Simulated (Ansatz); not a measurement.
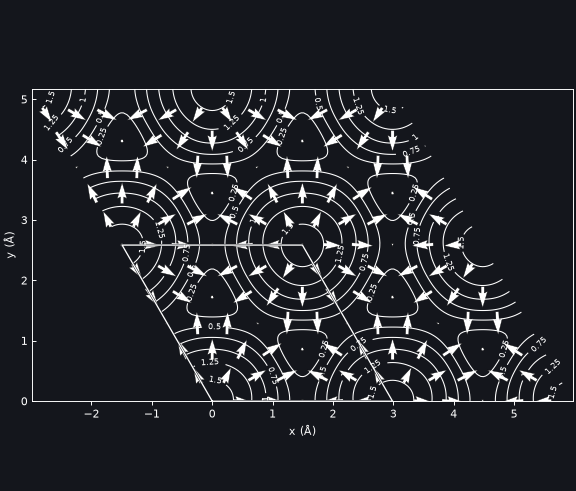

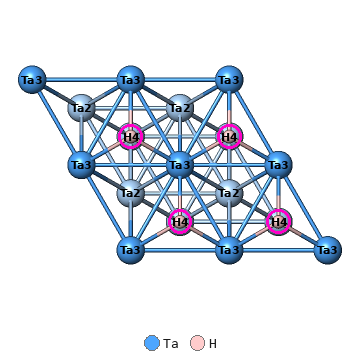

Energy landscape of H on a Ta(111) slab cut from the Fm-3m phase, its upper half relaxed before the scan (3 atoms of substrate and one adsorbate in a 1 × 1 cell). 
- H is moved over the surface cell; relaxed at each place: the height of the adsorbate's atoms; substrate rigid; the origin of the map has the adsorbate above Ta3.
- Places are given modulo a cell vector. The map is drawn in real space over the plane of the surface.
- The grid has 6 × 6 points; 10 points were computed and 26 follow by symmetry.
- Energies are in eV, from the lowest grid point.
- With one adsorbate in each 1 × 1 cell, its nearest image is 3.0 Å away, so neighbouring adsorbates interact.
- Theory: Ansatz, DFT PBE, scalar-relativistic, plane waves, PAW. Settings: cutoff 420 eV, k-mesh 9×9×1, gaussian smearing 0.1 eV, no spin polarisation.

In the figure: contour lines labelled in eV, arrows along the force (downhill), their lengths compressed, the outline of one cell of the 2 × 2 shown. Between grid points the surface is interpolated. The second picture is the structure at the lowest point; rings mark the moved atoms.

Question: Summarise what can be read from the map.

Answer: The lowest grid point is at a threefold hollow over a third-layer Ta atom, (4/6, 2/6) of the cell vectors. A higher local minimum lies near a threefold hollow over a second-layer Ta atom, (2/6, 4/6) of the cell vectors (0.011 eV above the lowest at that grid point). The highest grid point, the top site over a surface Ta atom, (0/6, 0/6) of the cell vectors, lies 1.64 eV above the lowest. On the interpolated surface the easiest way out of the lowest well to the well at a threefold hollow over a second-layer Ta atom, (2/6, 4/6) of the cell vectors passes a barrier of about 0.37 eV. At the lowest point the adsorbate has 3 Ta at 2.00 Å as nearest neighbours, at the highest 1 Ta at 1.80 Å. Its relaxed height above the top atom is 1.02 Å at the lowest and 1.80 Å at the highest point.

Grid values (eV):

| second ↓, first → | 0/6 | 1/6 | 2/6 | 3/6 | 4/6 | 5/6 |
| --- | --- | --- | --- | --- | --- | --- |
| 5/6 | 1.39 | 1.00 | 0.40 | 0.40 | 1.00 | 1.39 |
| 4/6 | 0.87 | 0.40 | 0.01 | 0.40 | 0.87 | 1.04 |
| 3/6 | 0.37 | 0.40 | 0.40 | 0.37 | 0.41 | 0.41 |
| 2/6 | 0.87 | 1.00 | 0.87 | 0.41 | 0.00 | 0.41 |
| 1/6 | 1.39 | 1.39 | 1.04 | 0.41 | 0.41 | 1.04 |
| 0/6 | 1.64 | 1.39 | 0.87 | 0.37 | 0.87 | 1.39 |

The input of one point:

```yaml
crystal:
  lattice:
    - [2.9861803526, 0.0, 0.0]
    - [-1.4930901763, 2.5861080456, 0.0]
    - [0.0, 0.0, 20.3075821516]
  atoms:
    - { symbol: Ta, position: [0.6666666667, 0.3333333333, 0.1969707654] }
    - { symbol: Ta, position: [0.3333333333, 0.6666666667, 0.3153261455] }
    - { symbol: Ta, position: [0.0, 0.0, 0.4337090495] }
    - { symbol: H, position: [0.6666666667, 0.3333333333, 0.4724294433] }
basis:
  ecutwfc: 420
kpoints:
  mp_grid: { grid: [9, 9, 1] }
hamiltonian:
  xc: pbe
  pseudopotentials: { kind: paw, azcp: { folder: soft_1 } }
scf:
  occupations: { method: gaussian, width: 0.1 }
output:
  forces: true
  eigenvalues: true
relax:
  adjacent_minimum: "off"
  f_tol: 0.025
  max_steps: 16
  constraints: [{ sites: [0, 1, 2] }, { sites: [3], fix: xy }]
efield:
  axis: 3
  dipole_correction: true
  ramp_width: 0.04
```

Time for the 10 points that were run: 6.3 min on 1 thread of Arm Neoverse V2, with other jobs on the host.
